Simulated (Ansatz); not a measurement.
# A convergence test on ZnSe (Stilleite): k mesh of the density

Aim: see how gap, energy and time of ZnSe (Stilleite) follow the k mesh of the density.

Calculated with Ansatz 0.2.0; DFT, PBE, plane waves, PAW.

**1. The structure**

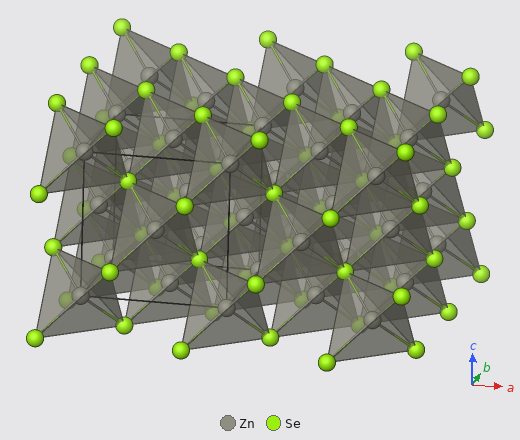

The starting structure, seen slightly off an axis (zinc grey, selenium green). 2×2×1 cells are drawn. This picture shows the conventional cell, with its axes. Some periodic images of atoms are drawn too.

The cell and positions come from the Crystallography Open Database and are kept as given unless a step says otherwise. The default PAW set here is soft_1. Its files were made with PBE.

**2. k mesh of the density: 2×2×2**

input.yaml

```yaml
crystal:
  lattice:
    - [0.0, 2.8338, 2.8338]
    - [2.8338, 0.0, 2.8338]
    - [2.8338, 2.8338, 0.0]
  atoms:
    - { symbol: Zn, position: [0.0, 0.0, 0.0] }
    - { symbol: Se, position: [0.25, 0.25, 0.25] }
kpoints:
  mp_grid: { grid: [2, 2, 2] }
  band_path:
    path:
      - [0.0, 0.0, 0.0]
      - [-0.5, -0.5, 0.0]
      - [-0.375, -0.375, 0.25]
      - [-0.375, 0.0, 0.375]
      - [0.0, 0.0, 0.5]
      - [-0.5, -0.25, 0.25]
    npoints: 1
hamiltonian:
  xc: pbe
  pseudopotentials: { kind: paw, azcp: { folder: "./paw" } }
scf:
  occupations: { method: fixed }
  n_extra_bands: 4
output:
  eigenvalues: true
```

Command:

```sh
ansatz run input.yaml --threads 3 --pin off --max-ram 92160MiB --backend cuda --events-out ev --progress --plain --runs-dir out --devices 1 --max-vram 13GiB
```

Numbers of over 12 decimals in the logs are rounded to 6 here.

Output:

```text
scf.n_extra_bands = 4 over 14 filled bands (N_el = 28.0): the run solves 18 bands
GPUs: using 1 of 1 available (devices: 1).
Engine: ansatz 0.2.0, x86_64-unknown-linux-gnu
Pseudopotentials: kind: paw
Pseudopotential: Zn, paw, valence charge 12, recommended cutoff 420 eV (normal), <dir>
Pseudopotential: Se, paw, valence charge 16, recommended cutoff 420 eV (normal), <dir>
Functional definition: PBE
  parameter kappa = 0.804
  parameter beta = 0.066725
  exchange = pbe_x(kappa = kappa, mu = beta*pi^2/3)
  correlation = pbe_c(beta = beta)
device memory: the entry about to start is reckoned to put 1.4 GiB on a device that reports 67.3 GiB free (of which the cap on the GPU budget leaves the run 13.0 GiB)
GPU FFT provider: cuFFT
GPU libraries: cuBLAS 13.8.2, cuFFT 12.4.0, cuSOLVER 12.3.4
Crystal: 2 atoms, lattice volume = 45.513 Å³
Basis set: ecut = 420 eV, 893 PW (Γ)
Bands: 18, of which v1, the nominal top of the filled ones, is band 14 counted from 1 (13 counted from 0)
Symmetry: 24 space group operations
Space group: F-43m (ITA 216), of the structure as read, at distance tolerance 3.6e-5 Å
k-points: 3 of 8
Non-local potential: Zn, projectors of the file, l = 0: 2, l = 1: 2, l = 2: 3, l = 3: 1
Non-local potential: Se, projectors of the file, l = 0: 2, l = 1: 2, l = 2: 3, l = 3: 1
PAW form: soft (Blöchl's): semilocal exchange-correlation on the pseudo side does not see the compensation charge
PAW one-centre angular grid: Zn, 590 points (default); XC on 64 Gauss nodes
PAW one-centre angular grid: Se, 590 points (default); XC on 64 Gauss nodes
Initial density: superposition of atomic densities (chi_scale 0.1, normalization cell, long waves kept (reshape's long-wave potential 0.00 eV rms))
Initial wavefunctions: pseudopotential atomic-orbital guess
GPU buffer pool allocated for 19683 grid points (all kernels)
GPU transforms: local potential and band sums: pruned to the plane-wave sphere, on 25×27×27
Functional: x = pbe(κ = 0.804, μ = 0.219515), c = pbe(β = 0.066725)
SCF iter   1: F=—  HF=-8788.337256 eV  |F-HF|=—  |Δ(HF+E_count)|=         —  Δρ=6.36e-2  dr2=1.02e0  ethr=3.10e-3  ⟨swp⟩=4.7  Hψ=258  notcnv=0  defer=3
preconditioner: auto → none  [insulator: Δε(μ)=1.156 eV  Ē_g=12.720 eV  n_scr=14 (ndim 8)  ℏωp=23.4 eV  f_vac=0.060  ε∞_Penn≈4.4]
SCF iter   2: F=—  HF=-8788.136024 eV  |F-HF|=—  |Δ(HF+E_count)|=   2.01e-1  Δρ=2.35e-2  dr2=1.70e-1  ethr=3.10e-3  ⟨swp⟩=2.3  Hψ=113  notcnv=0  defer=3
SCF iter   3: F=—  HF=-8788.075075 eV  |F-HF|=—  |Δ(HF+E_count)|=   6.09e-2  Δρ=1.42e-2  dr2=5.15e-2  ethr=6.07e-4  ⟨swp⟩=2.0  Hψ=111  notcnv=0  defer=3
SCF iter   4: F=—  HF=-8788.069669 eV  |F-HF|=—  |Δ(HF+E_count)|=   5.41e-3  Δρ=4.38e-3  dr2=5.47e-3  ethr=1.84e-4  ⟨swp⟩=2.3  Hψ=98  notcnv=0  defer=3
SCF iter   5: F=—  HF=-8788.070449 eV  |F-HF|=—  |Δ(HF+E_count)|=   7.81e-4  Δρ=1.07e-3  dr2=3.79e-4  ethr=1.95e-5  ⟨swp⟩=2.3  Hψ=98  notcnv=0  defer=3
SCF iter   6: F=—  HF=-8788.070464 eV  |F-HF|=—  |Δ(HF+E_count)|=   1.41e-5  Δρ=1.39e-4  dr2=7.39e-6  ethr=1.35e-6  ⟨swp⟩=2.0  Hψ=102  notcnv=0  defer=3
SCF iter   7: F=—  HF=-8788.070486 eV  |F-HF|=—  |Δ(HF+E_count)|=   2.25e-5  Δρ=1.82e-5  dr2=9.31e-8  ethr=3.57e-10  ⟨swp⟩=4.3  Hψ=277  notcnv=0
SCF iter   8: F=-8788.070486 eV  HF=-8788.070486 eV  |F-HF|=1.54e-9  |Δ(HF+E_count)|=   1.15e-7  Δρ=1.02e-6  dr2=6.51e-10  ethr=3.33e-10  ⟨swp⟩=1.7  Hψ=188  notcnv=0
SCF 1 converged in 8 iterations: F = -8788.070486 eV  dr2 = 6.51e-10
[...]
device memory: the entry about to start is reckoned to put 0.8 GiB on a device that reports 66.0 GiB free (of which the cap on the GPU budget leaves the run 13.0 GiB)
NSCF: frozen V_eff on 6 k-points
SCF converged after 8 iterations
Free energy (F): -8788.070486 eV
Harris-Foulkes:  -8788.070486 eV  (|F-HF|=1.54e-9)
Internal energy: -8788.070486 eV  (E = F + TS)
E sigma→0 (E₀):  -8788.070486 eV
Fermi energy:    6.868075 eV
--- Per-component energies (eV) ---
  E_band       = -377.469642
  E_kinetic    = 261.844892
  E_local      = -4851.162388  (includes V_loc(G=0)·N_el)
  E_nonlocal   = 466.680369
  E_hartree    = 2248.595306
  E_xc         = -164.198126
  E_vxc        = -142.267723  (∫ρ·V_xc dr)
  E_paw        = -4028.887036  (= ΣΔE_a)
  E_vpaw       = -609.754095  (= ΣTr[D̂ρ^β])
  E_aug_tail   = -0.000658  (compensation charges beyond the density's cutoff)
  E_ewald      = -2720.942845
  E_smearing   = -0.000000  (= −TS)
  E_closure    = 0.000000  (closes the sum)
  Σ components = -8788.070486   (vs F -8788.070486, Δ=0.00e0)
--- Band table (eV) ---
  k-point 0: bands = [... 10 lower, 0.2845, 6.8681, 6.8681, 6.8681, 8.0246, 12.4355, 12.4355, 12.4355]
  k-point 1: bands = [... 10 lower, 0.4590, 1.5083, 5.9703, 5.9703, 9.2348, 13.0347, 13.0347, 15.3700]
  k-point 2: bands = [... 10 lower, 0.4864, 1.9223, 4.6211, 4.6211, 9.6638, 10.1592, 17.6257, 17.9633]
```

It took 13 s on 1 × NVIDIA H100 80GB HBM3 (shared by 6 runs) with 3 threads of AMD EPYC 7R13 (Zen 3), shared host; peak memory 0.89 GiB.

This step gave:

* gap: 1.157 eV
* valence top at: Γ
* conduction bottom at: Γ
* least direct gap: 1.157 eV

The gap is direct, at Γ.

**3. k mesh of the density: 4×4×4**

input.yaml, as its differences from that of step 2:

```diff
@@ -9,3 +9,3 @@
 kpoints:
-  mp_grid: { grid: [2, 2, 2] }
+  mp_grid: { grid: [4, 4, 4] }
   band_path:
```

Output:

```text
[...]
GPUs: using 1 of 1 available (devices: 1).
[...]
GPU FFT provider: cuFFT
GPU libraries: cuBLAS 13.8.2, cuFFT 12.4.0, cuSOLVER 12.3.4
Crystal: 2 atoms, lattice volume = 45.513 Å³
Basis set: ecut = 420 eV, 893 PW (Γ)
Bands: 18, of which v1, the nominal top of the filled ones, is band 14 counted from 1 (13 counted from 0)
[... 1 set-up line as in the run before ...]
[...]
Fermi energy:    6.571547 eV
[...]
--- Band table (eV; the first three rows and the last of 8) ---
  k-point 0: bands = [... 10 lower, 0.3688, 6.5715, 6.5715, 6.5715, 7.8437, 12.3580, 12.3580, 12.3580]
  k-point 1: bands = [... 10 lower, 0.3689, 3.5166, 6.0928, 6.0928, 9.3014, 12.9914, 12.9914, 13.1239]
  k-point 2: bands = [... 10 lower, 0.5286, 1.3321, 5.7003, 5.7003, 9.0970, 12.9407, 12.9407, 15.1300]
  k-point 7: bands = [... 10 lower, 0.6704, 1.8718, 3.8029, 3.9014, 12.0424, 12.1048, 13.5197, 14.2738]
[key lines of the parts left out:]
SCF converged after 8 iterations
Free energy (F): -8789.471094 eV
```

It took 12 s on 1 × NVIDIA H100 80GB HBM3 (shared by 6 runs) with 3 threads; peak memory 0.89 GiB; 3 s of CPU time.

This step gave:

* gap: 1.272 eV
* valence top at: Γ
* conduction bottom at: Γ
* least direct gap: 1.272 eV

The gap is 1.272 eV, +0.116 eV from the run before at this level.

**4. k mesh of the density: 8×8×8 (the default)**

input.yaml, the sections that differ from step 3:

```yaml
kpoints:
  mp_grid: { grid: [8, 8, 8] }
  band_path:
    path:
      - [[0.0, 0.0, 0.0], [-0.5, -0.5, 0.0], [-0.375, -0.375, 0.25]]
      - [[-0.375, 0.0, 0.375], [0.0, 0.0, 0.0], [0.0, 0.0, 0.5], [-0.5, -0.25, 0.25], [-0.5, -0.5, 0.0]]
    npoints: 10
scf:
  occupations: { method: fermi_dirac, width: 0.02 }
  n_extra_bands: 4
output:
  eigenvalues: true
  write_density: true
  write_potential: true
  elf: true
  volumetric_format: npy
# crystal, hamiltonian: as in step 3
```

Output:

```text
[...]
GPUs: using 1 of 1 available (devices: 1).
[...]
GPU FFT provider: cuFFT
GPU libraries: cuBLAS 13.8.2, cuFFT 12.4.0, cuSOLVER 12.3.4
Crystal: 2 atoms, lattice volume = 45.513 Å³
Basis set: ecut = 420 eV, 893 PW (Γ)
Bands: 18, of which v1, the nominal top of the filled ones, is band 14 counted from 1 (13 counted from 0)
[... 1 set-up line as in the run before ...]
[...]
Fermi energy:    7.194677 eV
[...]
--- Band table (eV; the first three rows and the last of 29) ---
  k-point 0: bands = [... 10 lower, 0.3716, 6.5414, 6.5414, 6.5414, 7.8259, 12.3501, 12.3501, 12.3501]
  k-point 1: bands = [... 10 lower, 0.3702, 5.2251, 6.3894, 6.3894, 8.8110, 12.2887, 12.6037, 12.6037]
  k-point 2: bands = [... 10 lower, 0.3717, 3.4972, 6.0644, 6.0644, 9.2857, 12.9823, 12.9823, 13.1020]
  k-point 28: bands = [... 10 lower, 0.6714, 1.8564, 3.7810, 3.8790, 12.0240, 12.0861, 13.5097, 14.2540]
[key lines of the parts left out:]
SCF converged after 8 iterations
Free energy (F): -8789.537778 eV
```

The job ended after 17 s (1 × NVIDIA H100 80GB HBM3 (shared by 6 runs) with 3 threads; peak memory 0.91 GiB).

This step gave:

| Quantity | Value |
| --- | --- |
| gap | 1.285 eV |
| valence top at | Γ |
| conduction bottom at | Γ |
| least direct gap | 1.285 eV |

The gap is 1.285 eV, +0.012 eV from the run before at this level.

**5. k mesh of the density: 10×10×10**

input.yaml, the sections that differ from step 4:

```yaml
kpoints:
  mp_grid: { grid: [10, 10, 10] }
  band_path:
    path:
      - [0.0, 0.0, 0.0]
      - [-0.5, -0.5, 0.0]
      - [-0.375, -0.375, 0.25]
      - [-0.375, 0.0, 0.375]
      - [0.0, 0.0, 0.5]
      - [-0.5, -0.25, 0.25]
    npoints: 1
scf:
  occupations: { method: fixed }
  n_extra_bands: 4
output:
  eigenvalues: true
# crystal, hamiltonian: as in step 4
```

Output:

```text
[...]
GPUs: using 1 of 1 available (devices: 1).
[...]
GPU FFT provider: cuFFT
GPU libraries: cuBLAS 13.8.2, cuFFT 12.4.0, cuSOLVER 12.3.4
Crystal: 2 atoms, lattice volume = 45.513 Å³
Basis set: ecut = 420 eV, 893 PW (Γ)
Bands: 18, of which v1, the nominal top of the filled ones, is band 14 counted from 1 (13 counted from 0)
[... 1 set-up line as in the run before ...]
[...]
Fermi energy:    6.540845 eV
[...]
--- Band table (eV; the first three rows and the last of 47) ---
  k-point 0: bands = [... 10 lower, 0.3717, 6.5408, 6.5408, 6.5408, 7.8256, 12.3499, 12.3499, 12.3499]
  k-point 1: bands = [... 10 lower, 0.3706, 5.5720, 6.4403, 6.4403, 8.5930, 12.2743, 12.5206, 12.5206]
  k-point 2: bands = [... 10 lower, 0.3701, 4.1711, 6.1997, 6.1997, 9.2184, 12.6236, 12.8627, 12.8627]
  k-point 46: bands = [... 10 lower, 0.6603, 1.8484, 3.8326, 3.9199, 11.5254, 11.7551, 14.1120, 14.6389]
[key lines of the parts left out:]
SCF converged after 8 iterations
Free energy (F): -8789.538393 eV
```

Elapsed: 15 s, on 1 × NVIDIA H100 80GB HBM3 (shared by 6 runs) with 3 threads; peak memory 0.9 GiB; 3 s of CPU time.

This step gave:

| Property | Result |
| --- | --- |
| gap | 1.285 eV |
| valence top at | Γ |
| conduction bottom at | Γ |
| least direct gap | 1.285 eV |

The gap is 1.285 eV, as in the run before at this level.

**6. The series**

Differences are against the last row; a negative gap means that bands overlap, and a run with a band path holds that path's time. Times are wall times on 1 × NVIDIA H100 80GB HBM3 (shared by 6 runs) with 3 threads of AMD EPYC 7R13 (Zen 3), shared host, good to a factor of about two.

```tsv
k mesh of the density	gap (eV)	direct gap (eV)	gap error (eV)	energy error (meV/atom)	irreducible k	time
2×2×2	1.157	1.157	−0.128	+734.0	3	13 s
4×4×4	1.272	1.272	−0.013	+33.6	8	12 s
8×8×8	1.285	1.285	−0.0002	+0.3	29	17 s
10×10×10	1.285	1.285	+0.000	+0.0	47	15 s
```

**7. Outcome**

```yaml
2x2x2: 1.157 eV
4x4x4: 1.272 eV
8x8x8: 1.285 eV
10x10x10: 1.285 eV
```

The gap holds to 0.02 eV from 4×4×4 on. At 2×2×2 the gap is off by −0.128 eV and the energy by +734 meV/atom. The gap is read over the mesh and added points near the edges, so meshes differ mainly through the density and, for a hybrid, the exchange operator.

[Paths, hosts, dates, memory and timing lines, banners, echoed tables and standing remarks are left out of the program output.]

[Logs are printed without paths, hosts, clocks, repeated set-up lines and the standing remarks that a program may print on its own settings, such as how far it seeks lower states.]

[Runs of the session that timed out or met a known fault of the program may be left out.]

[Cells called generated may have been cut or substituted from an entry of the Crystallography Open Database or the Materials Project.]

[Hosts, paths, dates, database ids (printed as entryN), source tags and the programs' standing remarks are cut or masked in the printed files.]
